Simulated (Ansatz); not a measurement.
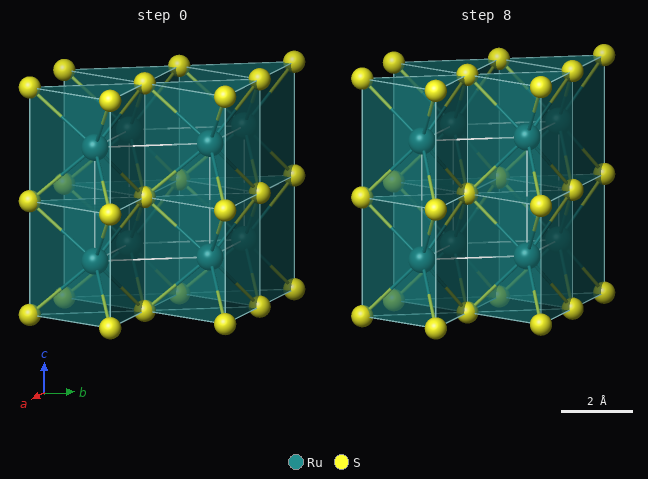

The structure of a crystal of RuS (a generated structure, set up in P-6m2) before (left) and after (right) a relaxation, at one scale.

A polyhedral model of the cell of the calculation, seen slightly off an axis.

The run lets cell and atoms move.

These are results of Kohn-Sham DFT of a periodic cell, PBE, Ansatz PAW in Ansatz 0.2.0, not measurements.

Input file:
```yaml
crystal:
  lattice:
    - [3.36896832, 0.0, 0.0]
    - [-1.68448416, 2.91761215, 0.0]
    - [0.0, 0.0, 3.28794617]
  atoms:
    - { symbol: Ru, position: [0.0, 0.0, 0.0] }
    - { symbol: S, position: [0.6666666667, 0.3333333333, 0.5] }
hamiltonian:
  xc: pbe
  pseudopotentials: { kind: paw }
kpoints:
  mp_grid: { grid: [9, 9, 8] }
scf:
  occupations: { method: fermi_dirac, width: 0.05 }
output:
  forces: true
  stress: true
  eigenvalues: true
  write_density: true
  write_potential: true
  elf: true
  volumetric_format: npy
relax:
  f_tol: 0.01
  max_steps: 40
  cell: { stress_tol: 0.05 }
```

Launched with:
```bash
ansatz run input.yaml --threads 2 --pin off --max-ram 5632MiB --backend cpu --events-out ev --progress --plain --runs-dir out
```

Q: Summarise the run.

A: No atom moves by more than 0.005 Å relative to the cell. Cell: a = b 3.369 → 3.082 Å (−8.5 %), c 3.288 → 3.435 Å (+4.5 %). Volume −12.6 %. Some distances before and after: Ru–S 2.547 → 2.473 Å. Bond angles that change, for instance: S–Ru–S 80.4° → 88.0°, Ru–S–Ru 80.4° → 88.0°, Ru–S–Ru 82.8° → 77.1°. The space group stays P-6m2 (No. 187). After 6 accepted moves (8 points after the start) the energy has fallen by 104 meV per atom. All forces vanish by symmetry, so only the cell relaxes. Pressure: −14.49 GPa at the start and 0.01 GPa at the end. The line search rejected the trial step at point 4 of the run. At 1 point the geometry stayed and the basis and grid were re-selected for the new cell (energy shift of 0.5 meV per atom at most each time).
